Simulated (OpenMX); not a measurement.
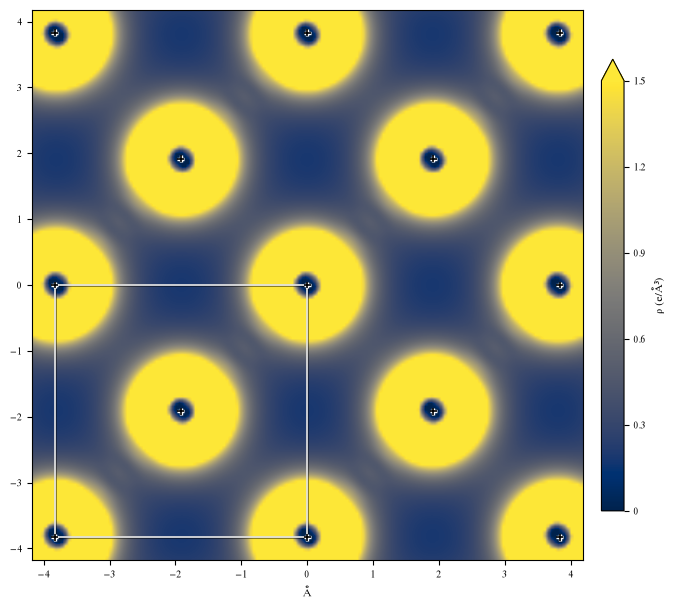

The valence pseudo-density on a plane through atoms (crosses mark nuclei in the plane).

These are results of Kohn-Sham DFT of a periodic cell, LDA, OpenMX 2013 LDA set (OpenMX), not measurements.

Candidates:
A. AlN, a = 3.11 Å, b = 3.11 Å, c = 4.98 Å, α = 90.00°, β = 90.00°, γ = 120.00°. Space group P6₃mc; computed pressure about −5 GPa in this cell.
B. Ir, a = 3.83 Å, b = 3.83 Å, c = 3.83 Å, α = 90.00°, β = 90.00°, γ = 90.00°. Space group Fm-3m; computed pressure about −4 GPa in this cell.

Question: Which candidate gave the map?

Answer: Candidate B: Ir on the (001) plane of the conventional cell, which holds Ir. Ir–Ir (2.71 Å): ρ at the midpoint is about 0.5 e/Å³.
